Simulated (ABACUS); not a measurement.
# Cr: geometry relaxation (part 1 of 2)

System: Cr (Im-3m, 1 atom in the cell).
Method: Kohn-Sham DFT of a periodic cell, TPSS, SG15 ONCV 1.2 PBE, spin-polarised (ABACUS 3.10.1).

The structure derives from a Materials Project entry.

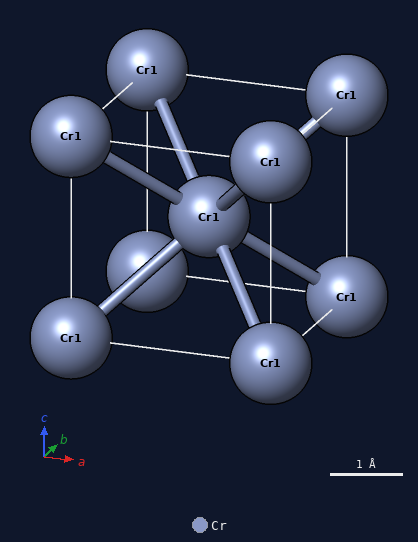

**Figure 1.** The input geometry (ball-and-stick view of the cell 2 times as large as that of the calculation, set on its symmetry axes, seen slightly off an axis; atoms are numbered from 1 in the order of the input). Near neighbours in the crystal (not all of them lie inside the picture): Cr has 8 Cr at 2.57 Å.

**The input**
```python
"""Relaxation by an ASE optimiser with ABACUS as a small file-based calculator."""
import re
import subprocess
import numpy as np
from ase.calculators.calculator import Calculator, all_changes
from ase.filters import FrechetCellFilter
from ase.io import read
from ase.optimize import BFGS
from ase.stress import full_3x3_to_voigt_6_stress
from ase.units import Bohr, GPa

atoms = read("Cr.cif")
atoms = atoms[(-atoms.numbers).argsort(kind="stable")]  # ABACUS lists atoms element by element
pseudo = {'Cr': 'Cr_ONCV_PBE-1.2.upf'}
orbital = {}
magmoms = [3.0]
kmesh = [8, 8, 8]
params = {
    'suffix': 'Cr',
    'calculation': 'scf',
    'basis_type': 'pw',
    'pseudo_dir': './',
    'symmetry': 1,
    'dft_functional': 'MGGA_X_TPSS+MGGA_C_TPSS',
    'ecutwfc': 110,
    'pseudo_rcut': 10,
    'nspin': 2,
    'nbands': 13,
    'ks_solver': 'dav',
    'smearing_method': 'fd',
    'smearing_sigma': 0.00367493,
    'scf_thr': 1e-08,
    'scf_nmax': 100,
    'mixing_type': 'broyden',
    'mixing_beta': 0.4,
    'cal_force': 1,
    'cal_stress': 1,
    'mixing_tau': 1,
    'kpar': 4,
}


def write_input(atoms):
    symbols = atoms.get_chemical_symbols()
    elements = list(dict.fromkeys(symbols))
    lines = ["ATOMIC_SPECIES"] + [f"{e} {atoms.get_masses()[symbols.index(e)]:.4f} {pseudo[e]}" for e in elements]
    if orbital:
        lines += ["", "NUMERICAL_ORBITAL"] + [orbital[e] for e in elements]
    lines += ["", "LATTICE_CONSTANT", f"{1 / Bohr:.10f}", "", "LATTICE_VECTORS"]
    lines += [" ".join(f"{x:.10f}" for x in v) for v in atoms.cell]
    lines += ["", "ATOMIC_POSITIONS", "Direct"]
    for e in elements:
        lines += ["", e, "0.0", str(symbols.count(e))]
        for i, p in enumerate(atoms.get_scaled_positions(wrap=False)):
            if symbols[i] == e:
                mag = "" if magmoms is None else " mag " + " ".join(str(x) for x in (magmoms[i] if isinstance(magmoms[i], list) else [magmoms[i]]))
                lines.append(" ".join(f"{x:.10f}" for x in p) + " 1 1 1" + mag)
    open("STRU", "w").write("\n".join(lines) + "\n")
    open("KPT", "w").write("K_POINTS\n0\nGamma\n%d %d %d 0 0 0\n" % tuple(kmesh))
    open("INPUT", "w").write("INPUT_PARAMETERS\n" + "".join(f"{k:<20s}{v}\n" for k, v in params.items()))


class Abacus(Calculator):
    implemented_properties = ["energy", "free_energy", "forces", "stress"]

    def calculate(self, atoms=None, properties=("energy",), system_changes=all_changes):
        super().calculate(atoms, properties, system_changes)
        write_input(self.atoms)
        subprocess.run(['mpirun', '-np', '4', 'abacus'], check=True)
        log = open("OUT.Cr/running_scf.log").read()
        if "charge density convergence is achieved" not in log:
            raise RuntimeError("SCF not converged")
        rows = lambda title, n: np.array([l.split()[-3:] for l in log.split(title)[-1].split("\n")[2:2 + n]], float)
        energy = float(re.findall(r"FINAL_ETOT_IS (\S+)", log)[-1])
        stress = -rows("TOTAL-STRESS", 3) / 10 * GPa  # ABACUS prints kbar, compression positive
        self.results = dict(energy=energy, free_energy=energy, forces=rows("TOTAL-FORCE", len(self.atoms)), stress=full_3x3_to_voigt_6_stress(stress))


atoms.calc = Abacus()
opt = BFGS(FrechetCellFilter(atoms), logfile="opt.log", trajectory="relax.traj")
print("optimiser converged:", opt.run(fmax=0.02, steps=60))
```

**File Cr.cif**
```
data_Cr
_cell_length_a 2.57114226
_cell_length_b 2.57114226
_cell_length_c 2.57114226
_cell_angle_alpha 109.47122063
_cell_angle_beta 109.47122063
_cell_angle_gamma 109.47122063
_space_group_name_H-M_alt 'P1'
_space_group_name_Hall 'P 1'
_space_group_IT_number 1
loop_
_space_group_symop_operation_xyz
'x,y,z'
loop_
_atom_site_label
_atom_site_type_symbol
_atom_site_symmetry_multiplicity
_atom_site_Wyckoff_symbol
_atom_site_fract_x
_atom_site_fract_y
_atom_site_fract_z
_atom_site_occupancy
Cr1 Cr 1 a 0.0000000000 0.0000000000 0.0000000000 1
```

**File INPUT**
```
INPUT_PARAMETERS
suffix              Cr
calculation         scf
basis_type          pw
pseudo_dir          ./
symmetry            1
dft_functional      MGGA_X_TPSS+MGGA_C_TPSS
ecutwfc             110
pseudo_rcut         10
nspin               2
nbands              13
ks_solver           dav
smearing_method     fd
smearing_sigma      0.00367493
scf_thr             1e-08
scf_nmax            100
mixing_type         broyden
mixing_beta         0.4
cal_force           1
cal_stress          1
mixing_tau          1
kpar                4
```

**File STRU**
```
ATOMIC_SPECIES
Cr 51.9961 Cr_ONCV_PBE-1.2.upf

LATTICE_CONSTANT
1.8897261258

LATTICE_VECTORS
2.4576138529 0.0000000000 0.0000000000
-0.8192046174 2.3170605613 0.0000000000
-0.8192046174 -1.1585302803 2.0066333084

ATOMIC_POSITIONS
Direct

Cr
0.0
1
0.0000000000 0.0000000000 0.0000000000 1 1 1 mag 3.0
```

**File KPT**
```
K_POINTS
0
Gamma
8 8 8 0 0 0
```

Command:
```bash
OMP_NUM_THREADS=1 python run_abacus.py > log
```

**What the program printed**
```
ABACUS v3.10.1

               Atomic-orbital Based Ab-initio Computation at UStc

 ------------------------------------------------------------------------------------

 READING GENERAL INFORMATION
                           global_out_dir = OUT.Cr/
                           global_in_card = INPUT
                               pseudo_dir = ./
                              orbital_dir =
                                    DSIZE = 4
                                    GSIZE = 1

 READING UNITCELL INFORMATION
                                    ntype = 1
                  lattice constant (Bohr) = 1.88973
              lattice constant (Angstrom) = 1

 READING ATOM TYPE 1
                               atom label = Cr
                      L=0, number of zeta = 1
                      L=1, number of zeta = 1
                      L=2, number of zeta = 1
             number of atom for this type = 1
               magnetization of element 1 = 3

                        TOTAL ATOM NUMBER = 1
DIRECT COORDINATES
    atom                   x                   y                   z     mag                  vx                  vy                  vz
taud_Cr1            0.0000000000        0.0000000000        0.0000000000  3.0000        0.0000000000        0.0000000000        0.0000000000

                          Volume (Bohr^3) = 77.1109
                             Volume (A^3) = 11.4266

 Lattice vectors: (Cartesian coordinate: in unit of a_0)
             +2.45761                  +0                  +0
            -0.819205            +2.31706                  +0
            -0.819205            -1.15853            +2.00663
 Reciprocal vectors: (Cartesian coordinate: in unit of 2 pi/a_0)
            +0.406899            +0.14386           +0.249174
                   -0           +0.431581           +0.249174
                   +0                  -0           +0.498347
 The esolver type has been set to : ksdft_pw

                PAO radial cut off (Bohr) = 10

 Read in pseudopotential file is Cr_ONCV_PBE-1.2.upf
                     pseudopotential type = NC
          exchange-correlation functional = PBE
                 nonlocal core correction = 0
                        valence electrons = 14
                                     lmax = 2
                           number of zeta = 0
                     number of projectors = 6
                           L of projector = 0
                           L of projector = 0
                           L of projector = 1
                           L of projector = 1
                           L of projector = 2
                           L of projector = 2
 XC functional updated to : MGGA_X_TPSS+MGGA_C_TPSS
          exchange-correlation functional = MGGA_X_TPSS+MGGA_C_TPSS
     initial pseudo atomic orbital number = 0
 The readin total magnetization is 3

 SETUP THE ELECTRONS NUMBER
            electron number of element Cr = 14
      total electron number of element Cr = 14
            AUTOSET number of electrons:  = 14
                           occupied bands = 7
                                   NBANDS = 13
                                   NLOCAL = 9

%%%%%%%%%%%%%%%%%%%%%%%%%%%%%%%%%%%%%%%%%%%%%%%%%%%%%%%%%%%%%%%%%%%%%%%%%%%%%%%%%%%%%%%%%%%%%%%%%%%%%%%%%%
 Warning: the number of valence electrons in pseudopotential > 6 for Cr: [Ar] 3d5 4s1
 Pseudopotentials with additional electrons can yield (more) accurate outcomes, but may be less efficient.
 If you're confident that your chosen pseudopotential is appropriate, you can safely ignore this warning.
%%%%%%%%%%%%%%%%%%%%%%%%%%%%%%%%%%%%%%%%%%%%%%%%%%%%%%%%%%%%%%%%%%%%%%%%%%%%%%%%%%%%%%%%%%%%%%%%%%%%%%%%%%

 SETUP THE PLANE WAVE BASIS
 energy cutoff for charge/potential (unit:Ry) = 440
            fft grid for charge/potential = [ 32, 32, 32 ]
                        fft grid division = [ 1, 1, 1 ]
        big fft grid for charge/potential = [ 32, 32, 32 ]
                                     nbxx = 32768
                                     nrxx = 32768

 SETUP PLANE WAVES FOR CHARGE/POTENTIAL
                    number of plane waves = 12017
                         number of sticks = 709

 PARALLEL PW FOR CHARGE/POTENTIAL
     PROC   COLUMNS(POT)             PW
        1            709          12017
 --------------- sum -------------------
        1            709          12017
                            number of |g| = 220
                                  max |g| = 39.736
                                  min |g| = 0

----------- Double Check Mixing Parameters Begin ------------
mixing_type: broyden
mixing_beta: 0.4
mixing_gg0: 1
mixing_gg0_min: 0.1
mixing_beta_mag: 1.6
mixing_gg0_mag: 0
mixing_ndim: 8
----------- Double Check Mixing Parameters End ------------

 LATTICE VECTORS: (CARTESIAN COORDINATE: IN UNIT OF A0)
             +2.45761                  +0                  +0
            -0.819205            +2.31706                  +0
            -0.819205            -1.15853            +2.00663
                       right hand lattice = 1
                                   NORM_A = 2.45761
                                   NORM_B = 2.45761
                                   NORM_C = 2.45761
                           ALPHA (DEGREE) = 109.471
                           BETA  (DEGREE) = 109.471
                           GAMMA (DEGREE) = 109.471

 The lattice vectors have been changed (STRU_SIMPLE.cif)

(for optimal symmetric configuration:)
                             BRAVAIS TYPE = 2
                     BRAVAIS LATTICE NAME = 02. Cubic I (body-centered)
                                    ibrav = 2
                                    IBRAV = 2
                                  BRAVAIS = BODY CENTERED CUBIC
                       LATTICE CONSTANT A = 2.83781
Original cell was already a primitive cell.
                        ROTATION MATRICES = 48
              PURE POINT GROUP OPERATIONS = 48
                   SPACE GROUP OPERATIONS = 48
                              POINT GROUP = O_h
               POINT GROUP IN SPACE GROUP = O_h

 SETUP K-POINTS
                                    nspin = 2
                   Input type of k points = Monkhorst-Pack(Gamma)
                                   nkstot = 512
                       right hand lattice = 1
(for reciprocal lattice: )
                             BRAVAIS TYPE = 3
                     BRAVAIS LATTICE NAME = 03. Cubic F (face-centered)
                                    ibrav = 3
                       right hand lattice = 1
(for k-lattice: )
                             BRAVAIS TYPE = 3
                     BRAVAIS LATTICE NAME = 03. Cubic F (face-centered)
                                    ibrav = 3
                       right hand lattice = 1
                        ROTATION MATRICES = 48
                               nkstot_ibz = 29
K-POINTS REDUCTION ACCORDING TO SYMMETRY
     IBZ    DIRECT_X    DIRECT_Y    DIRECT_Z  WEIGHT  ibz2bz
       1  0.00000000  0.00000000  0.00000000  0.0020       0
       2 -0.12500000  0.12500000  0.00000000  0.0234       1
       3 -0.25000000  0.25000000  0.00000000  0.0234       2
       4 -0.37500000  0.37500000  0.00000000  0.0234       3
       5  0.50000000  0.50000000  0.00000000  0.0117       4
       6 -0.25000000  0.12500000  0.12500000  0.0469       9
       7 -0.12500000  0.37500000 -0.25000000  0.0938      10
       8  0.50000000  0.37500000  0.12500000  0.0938      11
       9  0.50000000  0.25000000  0.25000000  0.0469      18
      10  0.37500000  0.37500000  0.25000000  0.0469      19
      11 -0.12500000  0.37500000 -0.12500000  0.0156      73
      12  0.50000000  0.25000000  0.12500000  0.0469      74
      13  0.37500000  0.37500000  0.12500000  0.0234      75
      14 -0.12500000  0.12500000  0.12500000  0.0117      79
      15  0.37500000  0.25000000  0.25000000  0.0469      82
      16 -0.25000000  0.12500000  0.25000000  0.0469      86
      17 -0.37500000  0.37500000  0.12500000  0.0469      93
      18 -0.37500000  0.25000000  0.25000000  0.0469      94
      19  0.50000000  0.50000000  0.12500000  0.0234     100
      20  0.50000000  0.37500000  0.25000000  0.0938     101
      21  0.37500000  0.37500000  0.37500000  0.0156     109
      22  0.25000000  0.25000000  0.25000000  0.0039     146
      23  0.25000000  0.25000000 -0.25000000  0.0117     150
      24 -0.37500000  0.37500000  0.25000000  0.0469     157
      25  0.50000000  0.50000000  0.25000000  0.0234     164
      26  0.50000000  0.37500000  0.37500000  0.0469     165
      27 -0.37500000  0.37500000  0.37500000  0.0117     221
      28  0.50000000  0.50000000  0.37500000  0.0234     228
      29  0.50000000  0.50000000  0.50000000  0.0020     292

                               nkstot now = 29
[... K-POINTS DIRECT COORDINATES: 29 rows ...]

           k-point number in this process = 8
       minimum distributed K point number = 7
[... stars of the k points ...]
                             nks(nspin=2) = 16
                          nkstot(nspin=2) = 58

[... K-POINTS CARTESIAN COORDINATES: 16 rows ...]

[... K-POINTS DIRECT COORDINATES: 16 rows ...]

 SETUP PLANE WAVES FOR WAVE FUNCTIONS
     energy cutoff for wavefunc (unit:Ry) = 110
              fft grid for wave functions = [ 32, 32, 32 ]
                    number of plane waves = 2171
                         number of sticks = 229

 PARALLEL PW FOR WAVE FUNCTIONS
     PROC   COLUMNS(POT)             PW
        1            229           2171
 --------------- sum -------------------
        1            229           2171

 SETUP NONLOCAL PSEUDOPOTENTIALS IN PLANE WAVE BASIS
 Cr non-local projectors:
 projector 1 L=0
 projector 2 L=0
 projector 3 L=1
 projector 4 L=1
 projector 5 L=2
 projector 6 L=2
      TOTAL NUMBER OF NONLOCAL PROJECTORS = 18

 Init Non-Local PseudoPotential table :
 Init Non-Local-Pseudopotential done.

                                     npwx = 1508

 -------------------------------------------
 SELF-CONSISTENT
 -------------------------------------------
                                 init_chg = atomic

 PW ALGORITHM --------------- ION=   1  ELEC=   1--------------------------------
          total magnetism (Bohr mag/cell) = 1.18522
       absolute magnetism (Bohr mag/cell) = 1.18522
                        nelec for spin up = 7.59261
                      nelec for spin down = 6.40739

 Density error is 0.185259137205
                          Error Threshold = 0.01
----------------------------------------------------------
     Energy           Rydberg                 eV
----------------------------------------------------------
 E_KohnSham     -167.3177182037      -2276.4743439283
 E_Harris       -169.8503109439      -2310.9320359090
 E_Fermi        1.5756118446         21.4372989228
----------------------------------------------------------

 PW ALGORITHM --------------- ION=   1  ELEC=   2--------------------------------
          total magnetism (Bohr mag/cell) = 0.164970344694
       absolute magnetism (Bohr mag/cell) = 0.233067745093
                        nelec for spin up = 7.08248517235
                      nelec for spin down = 6.91751482765

 Density error is 0.0214741933747
                          Error Threshold = 0.00132327955146
----------------------------------------------------------
     Energy           Rydberg                 eV
----------------------------------------------------------
 E_KohnSham     -167.4362636720      -2278.0872377693
 E_Harris       -168.2112112153      -2288.6309400093
 E_Fermi        1.5285717960         20.7972862275
----------------------------------------------------------

 PW ALGORITHM --------------- ION=   1  ELEC=   3--------------------------------
          total magnetism (Bohr mag/cell) = 0.039896116218
       absolute magnetism (Bohr mag/cell) = 0.0868022587767
                        nelec for spin up = 7.01994805811
                      nelec for spin down = 6.98005194189

 Density error is 0.00340859202013
                          Error Threshold = 0.000153387095534
----------------------------------------------------------
     Energy           Rydberg                 eV
----------------------------------------------------------
 E_KohnSham     -167.4588352345      -2278.3943396330
 E_Harris       -167.4423267047      -2278.1697295609
 E_Fermi        1.5014739400         20.4286009828
```
